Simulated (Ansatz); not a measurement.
System: Cr, space group Fd-3m (No. 227) (one of a set of cubic test structures, which need not be the stable phase).

Input of one of the runs behind the figure:
```
crystal:
  lattice:
    - [0.0, 2.548273597569, 2.548273597569]
    - [2.548273597569, 0.0, 2.548273597569]
    - [2.548273597569, 2.548273597569, 0.0]
  atoms:
    - { symbol: Cr, position: [0, 0, 0] }
    - { symbol: Cr, position: [0.25, 0.25, 0.25] }
kpoints:
  mp_grid: { grid: [37, 37, 37] }
hamiltonian:
  xc: pbe
  pseudopotentials: { kind: paw }
scf:
  occupations: { method: fermi_dirac, width: 0.061225619053 }
output:
  forces: true
  stress: true
```

Command:
```bash
ansatz run input.yaml --threads 2
```

Calculation (Ansatz 0.2.0 development build): equation of state of a cubic crystal from periodic Kohn-Sham density functional theory without spin, third-order Birch-Murnaghan fit to the free energies; pressure corrected for the finite basis. Level: PBE.

```
                setting                   value
         structure type                 diamond
          atoms in cell                       2
     space group number                     227
       lattice centring  face-centred primitive
                 k mesh                37×37×37
      occupation method             Fermi–Dirac
       occupation width              0.06123 eV
            wave cutoff                  420 eV
               datasets              soft-1 PAW
      density tolerance                1e-07 eV
                  bands                      18
   density cutoff ratio                       4
search for lower states                 default
```

Describe the result: the energy above the lowest point and pressure against volume. The volume takes the values 15.55, 15.89, 16.22, 16.55, 16.88, 17.21, 17.54 Å³/atom.

A third-order Birch–Murnaghan fit gives V0 = 16.54 Å³/atom, B0 = 102 GPa and B′ = 3.8. The energy above the lowest point is 20.8 meV/atom at volume 15.55 Å³/atom and 17.5 meV/atom at 17.54 Å³/atom; the lowest computed point is at volume 16.55 Å³/atom (0.0 meV/atom), in a single well. The pressure falls from 7.1 GPa at volume 15.55 Å³/atom to −5.4 GPa at 17.54 Å³/atom, and changes sign near 16.54 Å³/atom.

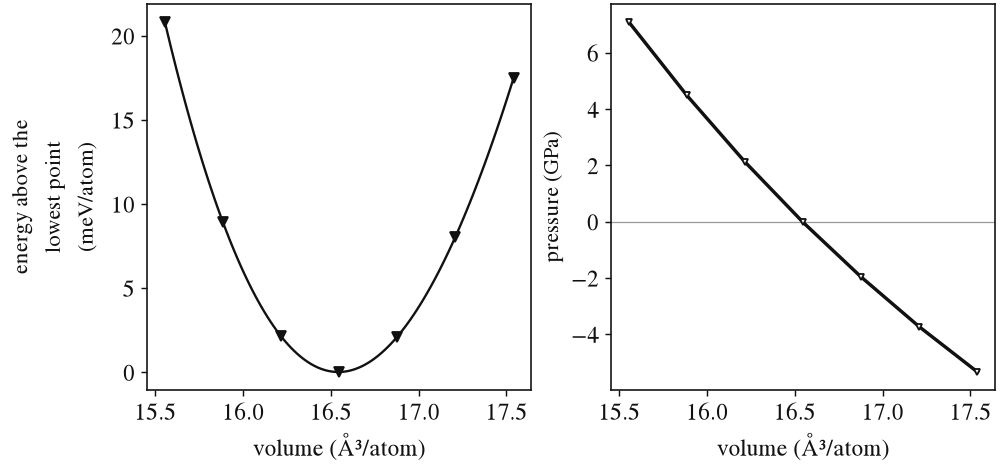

Limits of the calculation: cubic model structure, not the ambient form; no spin polarisation, a magnetic state may lie lower.
